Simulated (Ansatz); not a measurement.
## Run report: Ni, single-point calculation (part 1 of 2)

Ni (Fm-3m, 1 atom in the cell), computed with DFT, r2SCAN, PAW, plane waves, scalar-relativistic, spin-polarised (Ansatz 0.2.0).

The structure derives from an entry of the Crystallography Open Database. The run did not end well. It belongs to a series of runs on one base structure; here: beta lowered to 0.125. Figures and captions count atoms from 1; the log counts them from 0 in places.

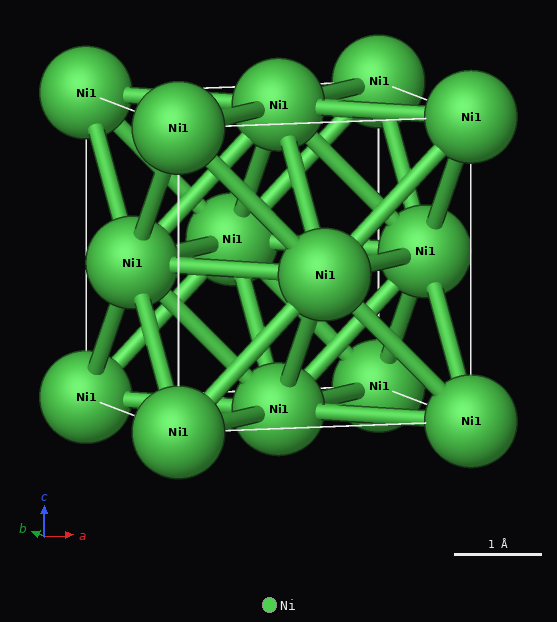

*The structure as given in the input (ball-and-stick view of the cell 4 times as large as that of the calculation, set on its symmetry axes, seen slightly off an axis; atoms are numbered from 1 in the order of the input). An atom can appear more than once, as a periodic image.*

### The input
```yaml
crystal:
  lattice:
    - [0.0, 1.76735, 1.76735]
    - [1.76735, 0.0, 1.76735]
    - [1.76735, 1.76735, 0.0]
  atoms:
    - { symbol: Ni, position: [0.0, 0.0, 0.0], spin: 2.0 }
magnetization:
  spin_polarized: true
hamiltonian:
  xc: r2scan
  pseudopotentials: { kind: paw }
basis:
  ecutwfc: 500
kpoints:
  mp_grid: { grid: [14, 14, 14] }
scf:
  occupations: { method: gaussian, width: 0.1 }
  lower_state_search: "off"
  algorithm: density_mixing
  max_iter: 80
  mixing: { algorithm: anderson, ndim: 1, beta: 0.125, preconditioner: none }
output:
  forces: true
  stress: true
```

Run as:
```bash
ansatz run input.yaml --threads 2 --pin off --max-ram 5120MiB --backend cpu --events-out ev --progress --plain --runs-dir out
```

### Output
```
Engine: ansatz 0.2.0, aarch64-unknown-linux-gnu
Pseudopotentials: kind: paw
Pseudopotential: Ni, paw, valence charge 18, recommended cutoff 500 eV (meta_gga), Ni.paw.azcp
Functional definition: r2SCAN
  parameter k0 = 0.174
  parameter k1 = 0.065
  parameter a1 = 4.9479
  exchange = r2scan_x(k0 = k0, k1 = k1, a1 = a1)
  correlation = r2scan_c
Crystal: 1 atoms, lattice volume = 11.041 Å³
Basis set: ecut = 500 eV, 283 PW (Γ), exchange–correlation on 80×80×80 points (64 copies of the dense FFT grid, shifted against one another)
Bands: 14, of which v1, the nominal top of the filled ones, is band 9 counted from 1 (8 counted from 0)
Symmetry: 48 space group operations
Space group: Fm-3m (ITA 225), of the structure as read, at distance tolerance 2.2e-5 Å
Magnetic group: BNS 225.116 (UNI 1618), of the structure as read, at distance tolerance 2.2e-5 Å
k-points: 104 of 2744
Non-local potential: Ni, projectors of the file, l = 0: 3, l = 1: 2, l = 2: 3, l = 3: 1
PAW form: soft (Blöchl's): semilocal exchange-correlation on the pseudo side does not see the compensation charge
PAW frozen core: Ni, regenerated for the run's functional (the file was generated under x = pbe(κ = 0.804, μ = 0.2195149727645171), c = pbe(β = 0.06672455060314922))
PAW one-centre angular grid: Ni, 590 points (default); XC on 160 Gauss nodes
Initial density: superposition of atomic densities (chi_scale 0.1, normalization cell)
Starting moments: Σ|m| = 2 μB on 1 of 1 site
Initial wavefunctions: pseudopotential atomic-orbital guess
Functional: x = r2scan, c = r2scan; τ floored in thin density (d = 2e-4 eV/Å³)
iter 1 solved again at ethr=1.66e-4 eV; its pass at ethr=3.10e-3 eV (dr2=3.00e-2 eV) is discarded
SCF iter   1: F=-5845.174036 eV  HF=-5844.866604 eV  |F-HF|=3.07e-1  |Δ(HF+E_count)|=         —  Δρ=1.10e-1 (↑8.89e-2 ↓1.10e-1)  dr2=2.94e-2  dr2_τ=1.67e-2  dr2_m=9.91e-1  M=1.043 μB ∫|m|=1.183 μB  β_m=0.26  ethr=1.66e-4  ⟨swp⟩=1.0  Hψ=21493  notcnv=0
Mixer restart at iter 1: flushing history
spin-set hold released at iteration 1 (the charge has settled, or the pull on large starting moments outlasts its swing): the magnetisation degrees of freedom join the quasi-Newton model from the next iteration; the mixer history was flushed
SCF iter   2: F=-5845.191824 eV  HF=-5844.976391 eV  |F-HF|=2.15e-1  |Δ(HF+E_count)|=   1.10e-1  Δρ=9.05e-2 (↑6.76e-2 ↓9.05e-2)  dr2=3.48e-2  dr2_τ=2.35e-3  dr2_m=6.22e-1  M=1.010 μB ∫|m|=1.148 μB  β_m=0.30  ethr=1.63e-4  ⟨swp⟩=2.3  Hψ=6521  notcnv=0
SCF iter   3: F=-5845.208930 eV  HF=-5845.006580 eV  |F-HF|=2.02e-1  |Δ(HF+E_count)|=   3.02e-2  Δρ=6.60e-2 (↑4.96e-2 ↓6.60e-2)  dr2=1.84e-2  dr2_τ=1.38e-3  dr2_m=3.30e-1  M=0.985 μB ∫|m|=1.146 μB  β_m=0.35  ethr=1.63e-4  ⟨swp⟩=2.0  Hψ=5775  notcnv=0
SCF iter   4: F=-5845.218424 eV  HF=-5845.003541 eV  |F-HF|=2.15e-1  |Δ(HF+E_count)|=   3.04e-3  Δρ=4.63e-2 (↑3.32e-2 ↓4.63e-2)  dr2=1.21e-2  dr2_τ=7.52e-4  dr2_m=1.53e-1  M=0.964 μB ∫|m|=1.143 μB  β_m=0.44  ethr=1.02e-4  ⟨swp⟩=1.8  Hψ=5345  notcnv=0
SCF iter   5: F=-5845.226294 eV  HF=-5844.981179 eV  |F-HF|=2.45e-1  |Δ(HF+E_count)|=   2.24e-2  Δρ=3.09e-2 (↑1.96e-2 ↓3.09e-2)  dr2=9.43e-3  dr2_τ=4.10e-4  dr2_m=5.83e-2  M=0.938 μB ∫|m|=1.137 μB  β_m=0.50  ethr=6.73e-5  ⟨swp⟩=1.6  Hψ=3936  notcnv=0
SCF iter   6: F=-5845.236218 eV  HF=-5844.975001 eV  |F-HF|=2.61e-1  |Δ(HF+E_count)|=   6.18e-3  Δρ=2.34e-2 (↑1.26e-2 ↓2.34e-2)  dr2=9.12e-3  dr2_τ=2.78e-4  dr2_m=2.68e-2  M=0.899 μB ∫|m|=1.121 μB  β_m=0.50  ethr=5.24e-5  ⟨swp⟩=1.0  Hψ=3753  notcnv=0
SCF iter   7: F=-5845.244884 eV  HF=-5844.989702 eV  |F-HF|=2.55e-1  |Δ(HF+E_count)|=   1.47e-2  Δρ=1.92e-2 (↑9.28e-3 ↓1.92e-2)  dr2=8.46e-3  dr2_τ=2.14e-4  dr2_m=1.50e-2  M=0.866 μB ∫|m|=1.104 μB  β_m=0.50  ethr=5.07e-5  ⟨swp⟩=1.0  Hψ=3741  notcnv=0
SCF iter   8: F=-5845.251341 eV  HF=-5845.013916 eV  |F-HF|=2.37e-1  |Δ(HF+E_count)|=   2.42e-2  Δρ=1.58e-2 (↑7.26e-3 ↓1.58e-2)  dr2=7.21e-3  dr2_τ=1.69e-4  dr2_m=8.52e-3  M=0.842 μB ∫|m|=1.090 μB  β_m=0.50  ethr=4.70e-5  ⟨swp⟩=1.0  Hψ=3740  notcnv=0
SCF iter   9: F=-5845.256121 eV  HF=-5845.043003 eV  |F-HF|=2.13e-1  |Δ(HF+E_count)|=   2.91e-2  Δρ=1.31e-2 (↑5.98e-3 ↓1.31e-2)  dr2=5.86e-3  dr2_τ=1.36e-4  dr2_m=4.80e-3  M=0.827 μB ∫|m|=1.079 μB  β_m=0.50  ethr=4.01e-5  ⟨swp⟩=1.0  Hψ=3866  notcnv=0
SCF iter  10: F=-5845.259826 eV  HF=-5845.073590 eV  |F-HF|=1.86e-1  |Δ(HF+E_count)|=   3.06e-2  Δρ=1.10e-2 (↑5.20e-3 ↓1.10e-2)  dr2=4.69e-3  dr2_τ=1.10e-4  dr2_m=2.81e-3  M=0.816 μB ∫|m|=1.069 μB  β_m=0.50  ethr=3.25e-5  ⟨swp⟩=1.0  Hψ=3867  notcnv=0
SCF iter  11: F=-5845.262812 eV  HF=-5845.103061 eV  |F-HF|=1.60e-1  |Δ(HF+E_count)|=   2.95e-2  Δρ=9.41e-3 (↑4.67e-3 ↓9.41e-3)  dr2=3.75e-3  dr2_τ=9.02e-5  dr2_m=1.77e-3  M=0.808 μB ∫|m|=1.059 μB  β_m=0.50  ethr=2.61e-5  ⟨swp⟩=1.0  Hψ=3816  notcnv=0  defer=2
SCF iter  12: F=-5845.265260 eV  HF=-5845.129865 eV  |F-HF|=1.35e-1  |Δ(HF+E_count)|=   2.68e-2  Δρ=8.21e-3 (↑4.26e-3 ↓8.21e-3)  dr2=3.00e-3  dr2_τ=7.42e-5  dr2_m=1.20e-3  M=0.802 μB ∫|m|=1.051 μB  β_m=0.50  ethr=2.08e-5  ⟨swp⟩=1.0  Hψ=3834  notcnv=0  defer=3
SCF iter  13: F=-5845.267278 eV  HF=-5845.153399 eV  |F-HF|=1.14e-1  |Δ(HF+E_count)|=   2.35e-2  Δρ=7.24e-3 (↑3.90e-3 ↓7.24e-3)  dr2=2.40e-3  dr2_τ=6.12e-5  dr2_m=8.70e-4  M=0.798 μB ∫|m|=1.042 μB  β_m=0.50  ethr=1.67e-5  ⟨swp⟩=1.0  Hψ=3809  notcnv=0  defer=5
SCF iter  14: F=-5845.268943 eV  HF=-5845.173628 eV  |F-HF|=9.53e-2  |Δ(HF+E_count)|=   2.02e-2  Δρ=6.44e-3 (↑3.57e-3 ↓6.44e-3)  dr2=1.93e-3  dr2_τ=5.03e-5  dr2_m=6.57e-4  M=0.794 μB ∫|m|=1.035 μB  β_m=0.50  ethr=1.34e-5  ⟨swp⟩=1.0  Hψ=3802  notcnv=0  defer=5
SCF iter  15: F=-5845.270321 eV  HF=-5845.190807 eV  |F-HF|=7.95e-2  |Δ(HF+E_count)|=   1.72e-2  Δρ=5.75e-3 (↑3.26e-3 ↓5.75e-3)  dr2=1.54e-3  dr2_τ=4.13e-5  dr2_m=5.13e-4  M=0.792 μB ∫|m|=1.028 μB  β_m=0.50  ethr=1.07e-5  ⟨swp⟩=1.0  Hψ=3773  notcnv=0  defer=6
SCF iter  16: F=-5845.271464 eV  HF=-5845.205280 eV  |F-HF|=6.62e-2  |Δ(HF+E_count)|=   1.45e-2  Δρ=5.15e-3 (↑2.97e-3 ↓5.15e-3)  dr2=1.24e-3  dr2_τ=3.38e-5  dr2_m=4.10e-4  M=0.789 μB ∫|m|=1.021 μB  β_m=0.50  ethr=8.57e-6  ⟨swp⟩=1.0  Hψ=3776  notcnv=0  defer=7
SCF iter  17: F=-5845.272417 eV  HF=-5845.217402 eV  |F-HF|=5.50e-2  |Δ(HF+E_count)|=   1.21e-2  Δρ=4.64e-3 (↑2.71e-3 ↓4.64e-3)  dr2=9.97e-4  dr2_τ=2.76e-5  dr2_m=3.36e-4  M=0.787 μB ∫|m|=1.015 μB  β_m=0.50  ethr=6.88e-6  ⟨swp⟩=1.0  Hψ=3732  notcnv=0  defer=7
SCF iter  18: F=-5845.273215 eV  HF=-5845.227513 eV  |F-HF|=4.57e-2  |Δ(HF+E_count)|=   1.01e-2  Δρ=4.18e-3 (↑2.46e-3 ↓4.18e-3)  dr2=8.04e-4  dr2_τ=2.26e-5  dr2_m=2.81e-4  M=0.786 μB ∫|m|=1.009 μB  β_m=0.50  ethr=5.54e-6  ⟨swp⟩=1.1  Hψ=3829  notcnv=0  defer=10
SCF iter  19: F=-5845.273883 eV  HF=-5845.235915 eV  |F-HF|=3.80e-2  |Δ(HF+E_count)|=   8.40e-3  Δρ=3.79e-3 (↑2.24e-3 ↓3.79e-3)  dr2=6.50e-4  dr2_τ=1.84e-5  dr2_m=2.39e-4  M=0.784 μB ∫|m|=1.004 μB  β_m=0.50  ethr=4.47e-6  ⟨swp⟩=1.2  Hψ=3736  notcnv=0  defer=10
SCF iter  20: F=-5845.274442 eV  HF=-5845.242883 eV  |F-HF|=3.16e-2  |Δ(HF+E_count)|=   6.97e-3  Δρ=3.43e-3 (↑2.03e-3 ↓3.43e-3)  dr2=5.27e-4  dr2_τ=1.50e-5  dr2_m=2.05e-4  M=0.782 μB ∫|m|=0.999 μB  β_m=0.50  ethr=3.61e-6  ⟨swp⟩=1.2  Hψ=3735  notcnv=0  defer=12
SCF iter  21: F=-5845.274911 eV  HF=-5845.248655 eV  |F-HF|=2.63e-2  |Δ(HF+E_count)|=   5.77e-3  Δρ=3.12e-3 (↑1.85e-3 ↓3.12e-3)  dr2=4.28e-4  dr2_τ=1.23e-5  dr2_m=1.77e-4  M=0.781 μB ∫|m|=0.994 μB  β_m=0.50  ethr=2.93e-6  ⟨swp⟩=1.3  Hψ=3742  notcnv=0  defer=14
SCF iter  22: F=-5845.275305 eV  HF=-5845.253439 eV  |F-HF|=2.19e-2  |Δ(HF+E_count)|=   4.78e-3  Δρ=2.83e-3 (↑1.68e-3 ↓2.83e-3)  dr2=3.48e-4  dr2_τ=9.98e-6  dr2_m=1.53e-4  M=0.779 μB ∫|m|=0.990 μB  β_m=0.50  ethr=2.38e-6  ⟨swp⟩=1.3  Hψ=3738  notcnv=0  defer=15
SCF iter  23: F=-5845.275633 eV  HF=-5845.257403 eV  |F-HF|=1.82e-2  |Δ(HF+E_count)|=   3.96e-3  Δρ=2.57e-3 (↑1.52e-3 ↓2.57e-3)  dr2=2.83e-4  dr2_τ=8.12e-6  dr2_m=1.32e-4  M=0.778 μB ∫|m|=0.986 μB  β_m=0.50  ethr=1.93e-6  ⟨swp⟩=1.3  Hψ=3740  notcnv=0  defer=15
SCF iter  24: F=-5845.275906 eV  HF=-5845.260692 eV  |F-HF|=1.52e-2  |Δ(HF+E_count)|=   3.29e-3  Δρ=2.33e-3 (↑1.38e-3 ↓2.33e-3)  dr2=2.30e-4  dr2_τ=6.59e-6  dr2_m=1.13e-4  M=0.776 μB ∫|m|=0.982 μB  β_m=0.50  ethr=1.57e-6  ⟨swp⟩=1.3  Hψ=3749  notcnv=0  defer=16
SCF iter  25: F=-5845.276134 eV  HF=-5845.263425 eV  |F-HF|=1.27e-2  |Δ(HF+E_count)|=   2.73e-3  Δρ=2.12e-3 (↑1.25e-3 ↓2.12e-3)  dr2=1.87e-4  dr2_τ=5.35e-6  dr2_m=9.73e-5  M=0.775 μB ∫|m|=0.979 μB  β_m=0.50  ethr=1.28e-6  ⟨swp⟩=1.3  Hψ=3751  notcnv=0  defer=16
SCF iter  26: F=-5845.276325 eV  HF=-5845.265700 eV  |F-HF|=1.06e-2  |Δ(HF+E_count)|=   2.28e-3  Δρ=1.92e-3 (↑1.13e-3 ↓1.92e-3)  dr2=1.52e-4  dr2_τ=4.33e-6  dr2_m=8.31e-5  M=0.774 μB ∫|m|=0.976 μB  β_m=0.50  ethr=1.04e-6  ⟨swp⟩=1.3  Hψ=3774  notcnv=0  defer=16
SCF iter  27: F=-5845.276486 eV  HF=-5845.267597 eV  |F-HF|=8.89e-3  |Δ(HF+E_count)|=   1.90e-3  Δρ=1.74e-3 (↑1.02e-3 ↓1.74e-3)  dr2=1.23e-4  dr2_τ=3.51e-6  dr2_m=7.06e-5  M=0.773 μB ∫|m|=0.973 μB  β_m=0.50  ethr=8.45e-7  ⟨swp⟩=1.3  Hψ=3780  notcnv=0  defer=16
SCF iter  28: F=-5845.276621 eV  HF=-5845.269181 eV  |F-HF|=7.44e-3  |Δ(HF+E_count)|=   1.58e-3  Δρ=1.58e-3 (↑9.25e-4 ↓1.58e-3)  dr2=1.00e-4  dr2_τ=2.83e-6  dr2_m=5.99e-5  M=0.772 μB ∫|m|=0.970 μB  β_m=0.50  ethr=6.86e-7  ⟨swp⟩=1.4  Hψ=3808  notcnv=0  defer=16
SCF iter  29: F=-5845.276733 eV  HF=-5845.270503 eV  |F-HF|=6.23e-3  |Δ(HF+E_count)|=   1.32e-3  Δρ=1.43e-3 (↑8.37e-4 ↓1.43e-3)  dr2=8.12e-5  dr2_τ=2.29e-6  dr2_m=5.06e-5  M=0.771 μB ∫|m|=0.968 μB  β_m=0.50  ethr=5.57e-7  ⟨swp⟩=1.6  Hψ=3800  notcnv=0  defer=16
SCF iter  30: F=-5845.276821 eV  HF=-5845.271603 eV  |F-HF|=5.22e-3  |Δ(HF+E_count)|=   1.10e-3  Δρ=1.29e-3 (↑7.56e-4 ↓1.29e-3)  dr2=6.59e-5  dr2_τ=1.85e-6  dr2_m=4.27e-5  M=0.770 μB ∫|m|=0.966 μB  β_m=0.50  ethr=4.51e-7  ⟨swp⟩=1.8  Hψ=3018  notcnv=0  defer=16
SCF iter  31: F=-5845.276899 eV  HF=-5845.272528 eV  |F-HF|=4.37e-3  |Δ(HF+E_count)|=   9.24e-4  Δρ=1.17e-3 (↑6.84e-4 ↓1.17e-3)  dr2=5.34e-5  dr2_τ=1.49e-6  dr2_m=3.59e-5  M=0.769 μB ∫|m|=0.964 μB  β_m=0.50  ethr=3.66e-7  ⟨swp⟩=1.9  Hψ=2996  notcnv=0  defer=16
SCF iter  32: F=-5845.276964 eV  HF=-5845.273302 eV  |F-HF|=3.66e-3  |Δ(HF+E_count)|=   7.74e-4  Δρ=1.06e-3 (↑6.18e-4 ↓1.06e-3)  dr2=4.33e-5  dr2_τ=1.20e-6  dr2_m=3.02e-5  M=0.769 μB ∫|m|=0.962 μB  β_m=0.50  ethr=2.97e-7  ⟨swp⟩=1.9  Hψ=3027  notcnv=0  defer=16
SCF iter  33: F=-5845.277018 eV  HF=-5845.273950 eV  |F-HF|=3.07e-3  |Δ(HF+E_count)|=   6.48e-4  Δρ=9.56e-4 (↑5.58e-4 ↓9.56e-4)  dr2=3.51e-5  dr2_τ=9.68e-7  dr2_m=2.53e-5  M=0.768 μB ∫|m|=0.960 μB  β_m=0.50  ethr=2.41e-7  ⟨swp⟩=2.0  Hψ=3092  notcnv=0  defer=17
SCF iter  34: F=-5845.277063 eV  HF=-5845.274492 eV  |F-HF|=2.57e-3  |Δ(HF+E_count)|=   5.43e-4  Δρ=8.64e-4 (↑5.04e-4 ↓8.64e-4)  dr2=2.84e-5  dr2_τ=7.80e-7  dr2_m=2.12e-5  M=0.767 μB ∫|m|=0.959 μB  β_m=0.50  ethr=1.95e-7  ⟨swp⟩=2.0  Hψ=3059  notcnv=0  defer=17
SCF iter  35: F=-5845.277100 eV  HF=-5845.274947 eV  |F-HF|=2.15e-3  |Δ(HF+E_count)|=   4.55e-4  Δρ=7.81e-4 (↑4.56e-4 ↓7.81e-4)  dr2=2.30e-5  dr2_τ=6.28e-7  dr2_m=1.78e-5  M=0.767 μB ∫|m|=0.958 μB  β_m=0.50  ethr=1.58e-7  ⟨swp⟩=2.0  Hψ=3033  notcnv=0  defer=17
SCF iter  36: F=-5845.277132 eV  HF=-5845.275328 eV  |F-HF|=1.80e-3  |Δ(HF+E_count)|=   3.81e-4  Δρ=7.06e-4 (↑4.12e-4 ↓7.06e-4)  dr2=1.87e-5  dr2_τ=5.06e-7  dr2_m=1.49e-5  M=0.766 μB ∫|m|=0.956 μB  β_m=0.50  ethr=1.28e-7  ⟨swp⟩=2.0  Hψ=3064  notcnv=0  defer=18
SCF iter  37: F=-5845.277158 eV  HF=-5845.275647 eV  |F-HF|=1.51e-3  |Δ(HF+E_count)|=   3.19e-4  Δρ=6.39e-4 (↑3.72e-4 ↓6.39e-4)  dr2=1.51e-5  dr2_τ=4.07e-7  dr2_m=1.24e-5  M=0.766 μB ∫|m|=0.955 μB  β_m=0.50  ethr=1.04e-7  ⟨swp⟩=2.0  Hψ=3032  notcnv=0  defer=18
SCF iter  38: F=-5845.277180 eV  HF=-5845.275914 eV  |F-HF|=1.27e-3  |Δ(HF+E_count)|=   2.67e-4  Δρ=5.77e-4 (↑3.37e-4 ↓5.77e-4)  dr2=1.22e-5  dr2_τ=3.27e-7  dr2_m=1.04e-5  M=0.765 μB ∫|m|=0.954 μB  β_m=0.50  ethr=8.40e-8  ⟨swp⟩=2.0  Hψ=3044  notcnv=0  defer=18
SCF iter  39: F=-5845.277198 eV  HF=-5845.276138 eV  |F-HF|=1.06e-3  |Δ(HF+E_count)|=   2.24e-4  Δρ=5.22e-4 (↑3.04e-4 ↓5.22e-4)  dr2=9.92e-6  dr2_τ=2.63e-7  dr2_m=8.71e-6  M=0.765 μB ∫|m|=0.953 μB  β_m=0.50  ethr=6.81e-8  ⟨swp⟩=2.0  Hψ=3022  notcnv=0  defer=18
SCF iter  40: F=-5845.277214 eV  HF=-5845.276326 eV  |F-HF|=8.88e-4  |Δ(HF+E_count)|=   1.88e-4  Δρ=4.72e-4 (↑2.75e-4 ↓4.72e-4)  dr2=8.04e-6  dr2_τ=2.12e-7  dr2_m=7.28e-6  M=0.765 μB ∫|m|=0.952 μB  β_m=0.50  ethr=5.51e-8  ⟨swp⟩=2.0  Hψ=3061  notcnv=0  defer=20
SCF iter  41: F=-5845.277226 eV  HF=-5845.276483 eV  |F-HF|=7.44e-4  |Δ(HF+E_count)|=   1.57e-4  Δρ=4.27e-4 (↑2.49e-4 ↓4.27e-4)  dr2=6.52e-6  dr2_τ=1.71e-7  dr2_m=6.09e-6  M=0.764 μB ∫|m|=0.951 μB  β_m=0.50  ethr=4.47e-8  ⟨swp⟩=2.0  Hψ=3039  notcnv=0  defer=21
SCF iter  42: F=-5845.277237 eV  HF=-5845.276614 eV  |F-HF|=6.23e-4  |Δ(HF+E_count)|=   1.32e-4  Δρ=3.86e-4 (↑2.25e-4 ↓3.86e-4)  dr2=5.29e-6  dr2_τ=1.37e-7  dr2_m=5.10e-6  M=0.764 μB ∫|m|=0.951 μB  β_m=0.50  ethr=3.62e-8  ⟨swp⟩=2.0  Hψ=3069  notcnv=0  defer=22
SCF iter  43: F=-5845.277246 eV  HF=-5845.276724 eV  |F-HF|=5.21e-4  |Δ(HF+E_count)|=   1.10e-4  Δρ=3.50e-4 (↑2.04e-4 ↓3.50e-4)  dr2=4.29e-6  dr2_τ=1.10e-7  dr2_m=4.27e-6  M=0.764 μB ∫|m|=0.950 μB  β_m=0.50  ethr=2.94e-8  ⟨swp⟩=2.0  Hψ=3062  notcnv=0  defer=23
SCF iter  44: F=-5845.277253 eV  HF=-5845.276817 eV  |F-HF|=4.37e-4  |Δ(HF+E_count)|=   9.23e-5  Δρ=3.16e-4 (↑1.85e-4 ↓3.16e-4)  dr2=3.48e-6  dr2_τ=8.88e-8  dr2_m=3.57e-6  M=0.764 μB ∫|m|=0.949 μB  β_m=0.50  ethr=2.38e-8  ⟨swp⟩=2.0  Hψ=3047  notcnv=0  defer=23
```
